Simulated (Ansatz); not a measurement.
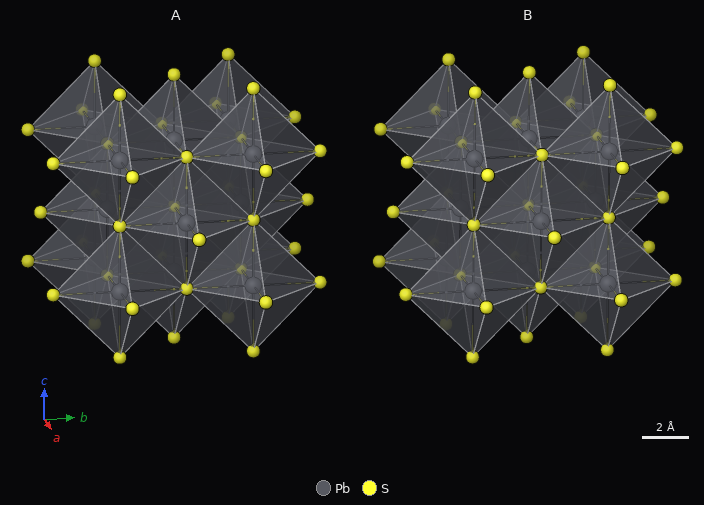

Two geometries of crystalline PbS (built on the rocksalt type) at its r2SCAN-relaxed geometry: one is the relaxed structure, the other was perturbed away from it. The picture is a polyhedral view of the conventional cell (4 times the calculation's cell), seen slightly off an axis. Lengths and directions refer to the drawn axes.

Computed with Ansatz, DFT, r2SCAN, plane waves, PAW. (plane-wave cutoff 500 eV; k-point mesh 8 × 8 × 8; occupations fixed; no spin polarisation)

### Which one is perturbed?

Structure B is the perturbed one. The cell is strained by +2.5 % along [1 1 1] and none across it (volume +2.5 %). The atoms were relaxed with r2SCAN under that strain, and this is a single point on that geometry. Among the bonded contacts that change: Pb–S 2.987 → 3.012 Å. The space group (tolerance 0.01 Å) goes from Fm-3m (No. 225) to R-3m (No. 166). It costs 4.4 meV per atom. Pressure: 0.0 GPa before, −1.4 GPa after. The principal stresses (compression positive) are −2.1 GPa along [1 1 1] and −1.0 GPa across it. All forces vanish by symmetry. The band gap: 0.69 eV before, 0.63 eV after.
